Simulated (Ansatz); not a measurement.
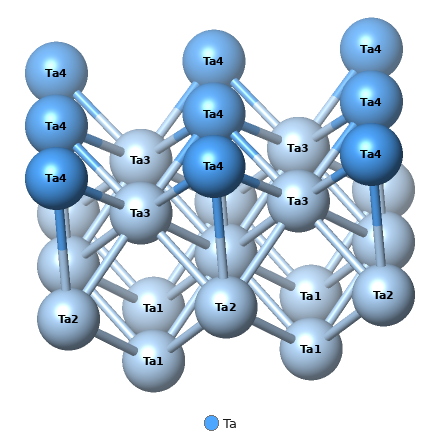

The system is C on a Ta(100) slab cut from the Im-3m phase, its upper half relaxed before the scan (4 atoms of substrate and one adsorbate in a 1 × 1 cell); the picture shows it without the atoms that are moved over the map. 
- C is moved over the surface cell; relaxed at each place: the height of the adsorbate's atoms; substrate rigid; the origin of the map has the adsorbate above Ta4.
- Places are given modulo a cell vector. The map is drawn in real space over the plane of the surface.
- The scan uses an 8 × 8 grid; 15 points were computed and 49 follow by symmetry.
- Energies are in eV, from the lowest grid point.
- With one adsorbate in each 1 × 1 cell, its nearest image is 3.3 Å away, so neighbouring adsorbates interact.
- These are results of Ansatz 0.2.0, DFT PBE, scalar-relativistic, plane waves, PAW, not measurements. Settings: cutoff 420 eV, k-mesh 8×8×1, gaussian smearing 0.1 eV, no spin polarisation.

Range: position of C5 along the first surface vector from 0.000 to 0.875; position of C5 along the second surface vector from 0.000 to 0.875.

### What landscape does the calculation give?

The lowest grid point is at a fourfold hollow over a second-layer Ta atom, (4/8, 4/8) of the cell vectors. The highest grid point, the top site over a surface Ta atom, (0/8, 0/8) of the cell vectors, lies 4.75 eV above the lowest. On the interpolated surface the easiest way out of the lowest well to its copy in the next cell or period passes a barrier of about 1.8 eV. At the lowest point the adsorbate has 1 Ta at 2.04 Å as nearest neighbours, at the highest 1 Ta at 1.94 Å. Its relaxed height above the top atom is 0.55 Å at the lowest and 1.94 Å at the highest point.

```csv
"second ↓, first →",0/8,1/8,2/8,3/8,4/8,5/8,6/8,7/8
7/8,4.56,4.37,3.84,2.72,1.47,2.72,3.84,4.37
6/8,4.01,3.84,3.27,1.99,0.54,1.99,3.27,3.84
5/8,2.93,2.72,1.99,0.58,0.00,0.58,1.99,2.72
4/8,1.78,1.47,0.54,0.00,0.00,0.00,0.54,1.47
3/8,2.93,2.72,1.99,0.58,0.00,0.58,1.99,2.72
2/8,4.01,3.84,3.27,1.99,0.54,1.99,3.27,3.84
1/8,4.56,4.37,3.84,2.72,1.47,2.72,3.84,4.37
0/8,4.75,4.56,4.01,2.93,1.78,2.93,4.01,4.56
```

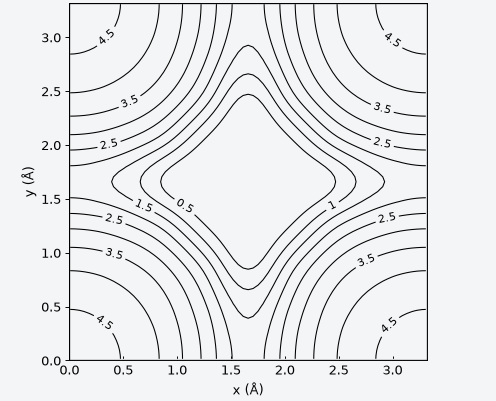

In the figure: contour lines labelled in eV, the outline of one cell of the plane. Between grid points the surface is interpolated.

Each point was launched as `ansatz run input.yaml --threads 1 --pin off --max-ram 3072MiB --backend cpu --events-out ev --progress --plain --runs-dir out`. The whole map (15 points run) took 23 min on 1 thread of Arm Neoverse V2 (shared host).

PAW datasets: the set soft_1.
